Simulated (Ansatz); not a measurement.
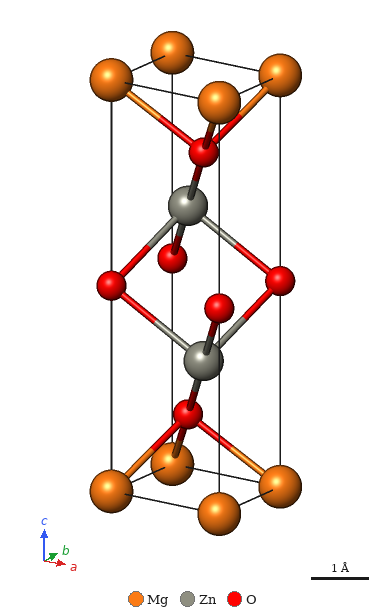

Drawn in the ball-and-stick manner and seen slightly off an axis. Lines trace the edges of the conventional unit cell.

MgZn₂O₃, space group P-3m1 (No. 164), a = 3.01 Å, b = 3.01 Å, c = 7.34 Å, α = 90.00°, β = 90.00°, γ = 120.00°.

Method used: Ansatz, DFT, HSE06, plane waves, PAW. It ran with an energy cutoff of 420 eV, a 6×6×2 grid in reciprocal space, no spin polarisation.

### What is the band gap, if any?

An insulator at this level, with a gap of 3.76 eV, direct.

### Under what pressure is the structure?

The computed pressure is 0.5 GPa (compressed: it would expand).

The initial geometry was a structure listed in the Materials Project. Earlier steps of the study, as a rule a relaxation of our own, may have changed the cell and positions, so they can lie some per cent off the listed ones. Ansatz was used for an electronic-structure calculation on it.
